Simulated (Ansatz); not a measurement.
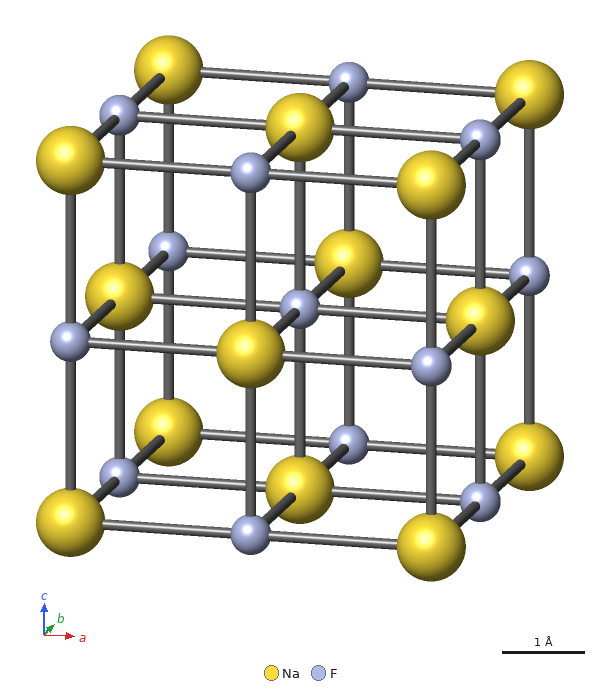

This is solid NaF (built on the rocksalt type) at its r2SCAN-relaxed geometry. The picture is a ball-and-stick view of the conventional cell (4 times the calculation's cell), seen slightly off an axis. Lengths and directions refer to the drawn axes.

All numbers below come from Ansatz 0.2.0, DFT, HSE06, plane waves, PAW. Set-up: plane-wave cutoff 420 eV; k-point mesh 6 × 6 × 6; occupations fixed; no spin polarisation.

Change: All lengths are scaled by −0.5 % (volume −1.5 %). The atoms were relaxed with r2SCAN under that strain, and this is a single point on that geometry.

Question: What does the calculation give for the changed structure?

Answer: Energy change: +2.1 meV per atom. Pressure: 1.5 GPa before, 2.4 GPa after. All forces vanish by symmetry. The band gap goes from 8.64 to 8.73 eV. Some distances before and after: F–Na 2.297 → 2.286 Å. The space group stays Fm-3m (No. 225).
